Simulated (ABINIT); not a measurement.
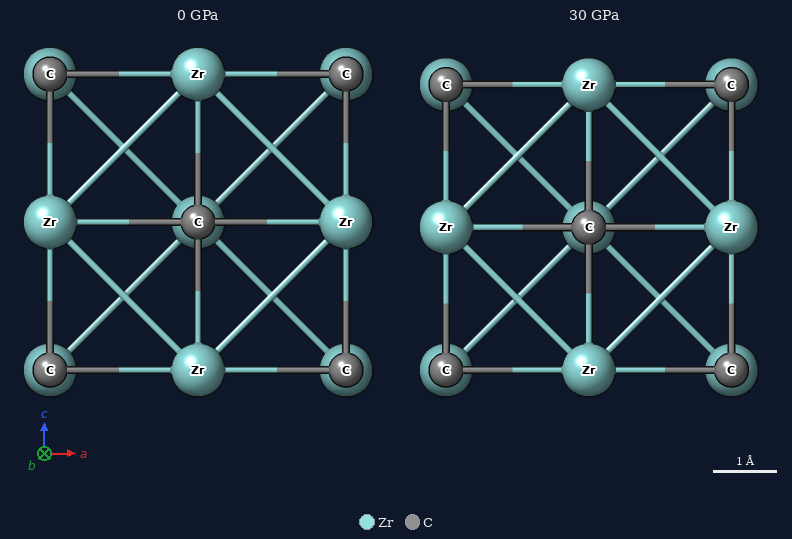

A crystal of ZrC (set up in Fm-3m), relaxed (cell and atoms) at several target pressures. The picture shows the first and the last member. The picture is a ball-and-stick view of the conventional cell (4 times the calculation's cell), seen along the b axis. Lengths and directions refer to the drawn axes.

Computed with ABINIT 10.8.3: PBE, JTH PAW PBE v2.0. (plane-wave cutoff 517 eV; k-point mesh 10 × 10 × 10; occupations fermi-dirac; smearing width 0.05 eV; no spin polarisation)

```json
{"pressure (GPa)": "0", "volume (Å³/atom)": "13.045", "a (Å)": "4.708"}
{"pressure (GPa)": "5", "volume (Å³/atom)": "12.767", "a (Å)": "4.674"}
{"pressure (GPa)": "10", "volume (Å³/atom)": "12.516", "a (Å)": "4.644"}
{"pressure (GPa)": "20", "volume (Å³/atom)": "?", "a (Å)": "?"}
{"pressure (GPa)": "30", "volume (Å³/atom)": "11.701", "a (Å)": "4.541"}
```

Question: Fill in the missing row.

Answer: Murnaghan's form V = V₀(1 + B′P/B₀)^(−1/B′), with V₀ = 13.045 Å³ from the row at zero pressure, fits the other rows with B₀ = 223 GPa and B′ = 3.78 (largest miss 0.000 Å³). At 20 GPa it gives 13.045 × (1 + 3.78 × 20/223)^(−1/3.78) = 12.075 Å³ per atom. The calculation gives 12.076 Å³/atom (a = 4.588 Å). The estimate is 0.001 Å³/atom too low. From the first member to the last: Zr–Zr 3.329 → 3.211 Å, C–Zr 2.354 → 2.270 Å.

The whole series:

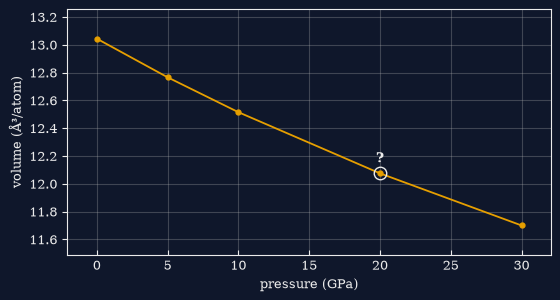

Each member starts from this one structure; whether another phase lies lower wasn't checked.
